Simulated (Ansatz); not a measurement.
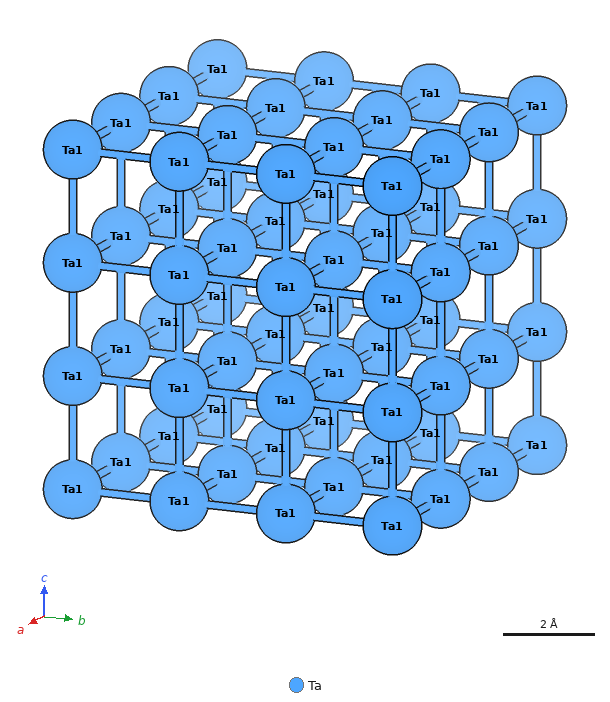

The input geometry of run 1 (ball-and-stick view of the cell of the calculation, repeated 3 × 3 × 3, seen slightly off an axis; atoms are numbered from 1 in the order of the input). Near neighbours in the crystal (not all of them lie inside the picture): Ta has 6 Ta at 2.57 Å.

## Two runs on Ta

System: Ta (1 atom in the cell).
Method of run 1: DFT, LDA (PW92), plane waves (420 eV) with PAW, scalar-relativistic, no spin polarisation (Ansatz 0.2.0).

Text and figures count atoms from 1; the logs count them from 0 in places.

**Input file, run 1**
```yaml
crystal:
  lattice:
    - [2.5718004957, 0.0, 0.0]
    - [0.0, 2.5718004957, 0.0]
    - [0.0, 0.0, 2.5718004957]
  atoms:
    - { symbol: Ta, position: [0.0, 0.0, 0.0] }
hamiltonian:
  xc: lda
  pseudopotentials:
    kind: paw
    azcp:
      Ta: "pseudopotentials/Ta.paw.azcp"
basis:
  ecutwfc: 420
  fft_grid_basis: typed
kpoints:
  mp_grid: { grid: [13, 13, 13], shift: [0, 0, 0] }
magnetization:
  spin_polarized: false
scf:
  occupations: { method: fermi_dirac, width: 0.1 }
  lower_state_search: "off"
output:
  stress: true
  write_density: true
  write_potential: true
  elf: true
  volumetric_format: npy
```

Hardware: 2 threads of an x86-64 CPU, shared host.

**Output, shortened to warnings, some set-up lines, iterations and results (run 1)**
```
Warning: [file] the record states the generating functional pbe (its physics header spells it `PBE`), which answers neither for hamiltonian.xc's functional nor for the lda family's — results may be inconsistent (PPs are generated against a specific XC)
Basis set: ecut = 420 eV, 341 PW (Γ)
Symmetry: 48 space group operations
k-points: 84 of 2197
Initial density: superposition of atomic densities (neutral atoms: chi_scale 0, normalization atom), corrected by the library's trained network
[...]
SCF iter   1: F=—  HF=-9681.332506 eV  |F-HF|=—  |Δ(HF+E_count)|=         —  Δρ=1.21e-2  dr2=2.36e-2  ethr=1.77e-3  ⟨swp⟩=5.1  Hψ=5425  notcnv=0
SCF iter   2: F=—  HF=-9681.326511 eV  |F-HF|=—  |Δ(HF+E_count)|=   5.99e-3  Δρ=7.29e-3  dr2=9.25e-3  ethr=1.81e-4  ⟨swp⟩=1.0  Hψ=1596  notcnv=0
SCF iter   3: F=—  HF=-9681.322926 eV  |F-HF|=—  |Δ(HF+E_count)|=   3.58e-3  Δρ=5.20e-4  dr2=2.38e-5  ethr=7.11e-5  ⟨swp⟩=2.0  Hψ=1108  notcnv=0
SCF iter   4: F=—  HF=-9681.322916 eV  |F-HF|=—  |Δ(HF+E_count)|=   1.03e-5  Δρ=5.91e-5  dr2=4.01e-7  ethr=1.83e-7  ⟨swp⟩=2.5  Hψ=1370  notcnv=0
SCF iter   5: F=-9681.322916 eV  HF=-9681.322916 eV  |F-HF|=7.68e-10  |Δ(HF+E_count)|=   1.15e-7  Δρ=5.98e-6  dr2=2.42e-9  ethr=3.09e-9  ⟨swp⟩=2.0  Hψ=1147  notcnv=0
SCF iter   6: F=-9681.322916 eV  HF=-9681.322916 eV  |F-HF|=1.46e-11  |Δ(HF+E_count)|=  1.09e-10  Δρ=3.76e-7  dr2=1.66e-11  ethr=1.86e-11  ⟨swp⟩=5.4  Hψ=4798  notcnv=0
SCF 1 converged in 6 iterations: F = -9681.322916 eV  dr2 = 1.66e-11
SCF converged after 6 iterations
Free energy (F): -9681.322916 eV
Harris-Foulkes:  -9681.322916 eV  (|F-HF|=1.46e-11)
Internal energy: -9681.297823 eV  (E = F + TS)
E sigma→0 (E₀):  -9681.310369 eV
Entropy (-TS):   -0.025092 eV (-25.092 meV/atom)
Fermi energy:    19.621297 eV
--- Per-component energies (eV) ---
  E_band       = -92.808140
  E_kinetic    = 371.574780
  E_local      = -569.467739  (includes V_loc(G=0)·N_el)
  E_nonlocal   = 23.948045
  E_hartree    = 203.201480
  E_xc         = -218.226511
  E_vxc        = -205.831696  (∫ρ·V_xc dr)
  E_paw        = -8150.204998  (= ΣΔE_a)
  E_vpaw       = -119.434556  (= ΣTr[D̂ρ^β])
  E_aug_tail   = 0.000172  (compensation charges beyond the density's cutoff)
  E_ewald      = -1342.381954
  E_core_change = 0.258903  (= ΣΔE_core)
  E_smearing   = -0.025092  (= −TS)
  E_closure    = 0.000000  (closes the sum)
  Σ components = -9681.322916   (vs F -9681.322916, Δ=0.00e0)
--- Stress (GPa, compression-positive) ---
       26.763691       0.000000      -0.000000
        0.000000      26.763691       0.000000
        0.000000       0.000000      26.763691
  P = ⅓ Tr σ = 26.7637 GPa (267.637 kbar)
```

For run 2 the input was changed thus:
```diff
-    - [2.5718004957, 0.0, 0.0]
-    - [0.0, 2.5718004957, 0.0]
-    - [0.0, 0.0, 2.5718004957]
+    - [2.7534950715, 0.0, 0.0]
+    - [0.0, 2.7534950715, 0.0]
+    - [0.0, 0.0, 2.7534950715]
```

What does this change do to the results?

With the same functional and potentials, run 2 lies 114.5 meV per atom lower. The pressure goes from 26.76 to −11.00 GPa. The volume per atom goes from 17.01 to 20.88 Å³. The number of SCF iterations is the same. The plane waves at Γ go from 341 to 437.

**Output, shortened to warnings, some set-up lines, iterations and results (run 2)**
```
Warning: [file] the record states the generating functional pbe (its physics header spells it `PBE`), which answers neither for hamiltonian.xc's functional nor for the lda family's — results may be inconsistent (PPs are generated against a specific XC)
Basis set: ecut = 420 eV, 437 PW (Γ)
Symmetry: 48 space group operations
k-points: 84 of 2197
Initial density: superposition of atomic densities (neutral atoms: chi_scale 0, normalization atom), corrected by the library's trained network
[...]
SCF iter   1: F=—  HF=-9681.439222 eV  |F-HF|=—  |Δ(HF+E_count)|=         —  Δρ=4.82e-3  dr2=5.55e-3  ethr=1.77e-3  ⟨swp⟩=5.1  Hψ=5309  notcnv=0
SCF iter   2: F=—  HF=-9681.437944 eV  |F-HF|=—  |Δ(HF+E_count)|=   1.28e-3  Δρ=3.06e-3  dr2=2.27e-3  ethr=4.27e-5  ⟨swp⟩=1.2  Hψ=1623  notcnv=0
SCF iter   3: F=—  HF=-9681.437381 eV  |F-HF|=—  |Δ(HF+E_count)|=   5.63e-4  Δρ=3.60e-4  dr2=2.06e-5  ethr=1.74e-5  ⟨swp⟩=2.1  Hψ=1085  notcnv=0
SCF iter   4: F=—  HF=-9681.437370 eV  |F-HF|=—  |Δ(HF+E_count)|=   1.12e-5  Δρ=6.17e-5  dr2=2.07e-7  ethr=1.58e-7  ⟨swp⟩=2.2  Hψ=1238  notcnv=0
SCF iter   5: F=-9681.437370 eV  HF=-9681.437370 eV  |F-HF|=1.92e-8  |Δ(HF+E_count)|=   5.38e-8  Δρ=1.12e-5  dr2=2.41e-8  ethr=1.59e-9  ⟨swp⟩=2.4  Hψ=1393  notcnv=0
SCF iter   6: F=-9681.437370 eV  HF=-9681.437370 eV  |F-HF|=1.18e-10  |Δ(HF+E_count)|=   9.70e-9  Δρ=1.95e-6  dr2=3.02e-10  ethr=1.86e-10  ⟨swp⟩=5.5  Hψ=4735  notcnv=0
SCF 1 converged in 6 iterations: F = -9681.437370 eV  dr2 = 3.02e-10
SCF converged after 6 iterations
Free energy (F): -9681.437370 eV
Harris-Foulkes:  -9681.437370 eV  (|F-HF|=1.18e-10)
Internal energy: -9681.405048 eV  (E = F + TS)
E sigma→0 (E₀):  -9681.421209 eV
Entropy (-TS):   -0.032322 eV (-32.322 meV/atom)
Fermi energy:    15.396824 eV
--- Per-component energies (eV) ---
  E_band       = -147.652616
  E_kinetic    = 364.127955
  E_local      = -685.251525  (includes V_loc(G=0)·N_el)
  E_nonlocal   = 21.472077
  E_hartree    = 235.961823
  E_xc         = -215.440945
  E_vxc        = -202.287696  (∫ρ·V_xc dr)
  E_paw        = -8148.731149  (= ΣΔE_a)
  E_vpaw       = -117.637344  (= ΣTr[D̂ρ^β])
  E_aug_tail   = 0.000159  (compensation charges beyond the density's cutoff)
  E_ewald      = -1253.802344
  E_core_change = 0.258903  (= ΣΔE_core)
  E_smearing   = -0.032322  (= −TS)
  E_closure    = 0.000000  (closes the sum)
  Σ components = -9681.437370   (vs F -9681.437370, Δ=0.00e0)
--- Stress (GPa, compression-positive) ---
      -10.999629       0.000000       0.000000
        0.000000     -10.999629       0.000000
        0.000000       0.000000     -10.999629
  P = ⅓ Tr σ = -10.9996 GPa (-109.996 kbar)
```

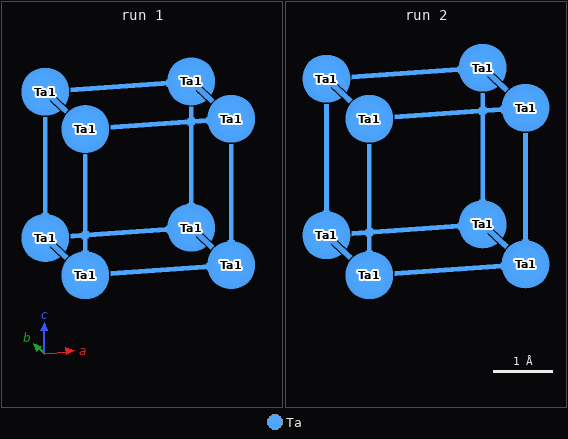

The two input geometries at one scale (ball-and-stick view of the cell of the calculation, seen slightly off an axis). The atoms keep their places relative to the cell (all moves are under 0.005 Å). The volume changes by +22.7 %, with a = b = c 2.572 → 2.753 Å (+7.1 %). Among the contacts that change: Ta1–Ta1 2.572 → 2.753 Å.

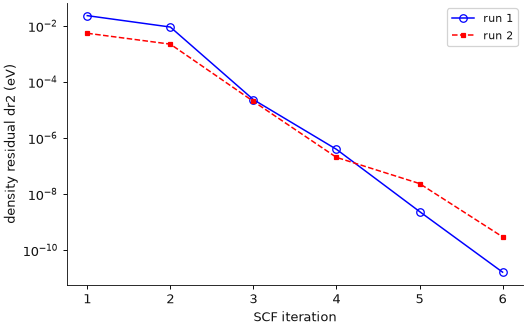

Convergence of the two runs: density residual dr2 against the SCF iteration. Run 1 takes 6 iterations in all, and run 2 takes 6.

**The two runs side by side**

```tsv
quantity	run 1	run 2
outcome	converged	converged
free energy per atom (eV)	−9681.3229	−9681.4374
energy per atom, smearing taken to zero (eV)	−9681.3104	−9681.4212
pressure (GPa)	26.76	−11.00
volume per atom (Å³)	17.01	20.88
SCF iterations	6	6
irreducible k-points	84	84
plane waves at Γ	341	437
wall time (shared host)	1.3 s	0.81 s
```

For both runs: Warnings: the PAW datasets were made with another functional. Spin–orbit coupling is left out, which matters for Ta. For run 1: The cell is under a pressure of 27 GPa at this level, so it is not at its equilibrium volume. For run 2: The cell is under a tension of 11.0 GPa at this level, so it is not at its equilibrium volume.
